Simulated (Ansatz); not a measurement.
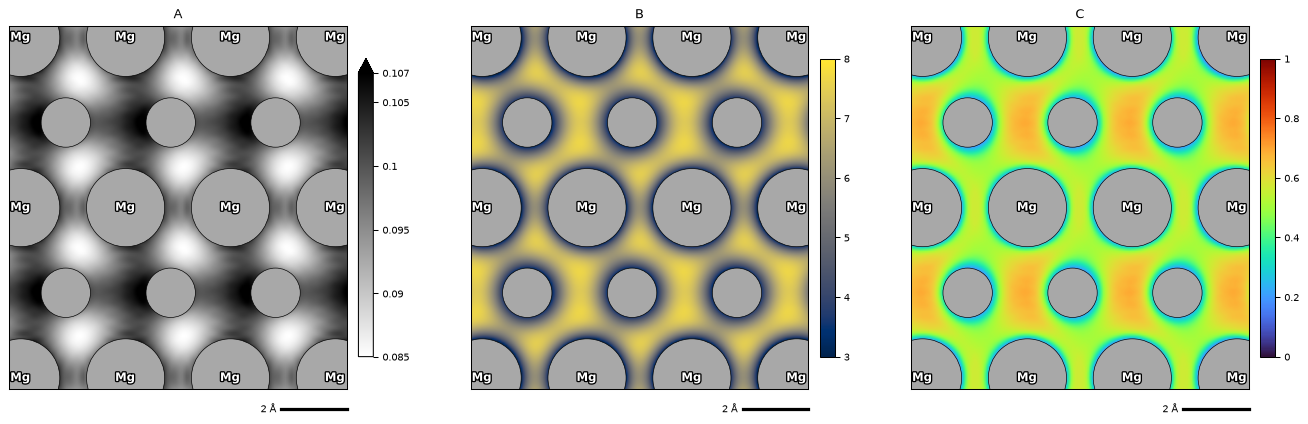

Mg: 3 fields on the (001) plane of the conventional cell, with unlabelled colour scales. Grey discs cover the atomic cores.

Space group P2₁/m; changed on purpose from its base cell (one atom moved).

The calculation used DFT PBE, scalar-relativistic, plane waves, PAW in Ansatz 0.2.0.

Q: Which field does each panel show? The fields are: electron localisation function, electrostatic potential energy of an electron and valence pseudo-density.

A: Panel A: valence pseudo-density. Panel B: electrostatic potential energy of an electron (low next to the atoms, rising into the space between them). Panel C: electron localisation function. From the grid: Mg–Mg (3.21 Å): ρ at the midpoint is about 0.1 e/Å³; the ELF reaches about 0.55 near the midpoint.
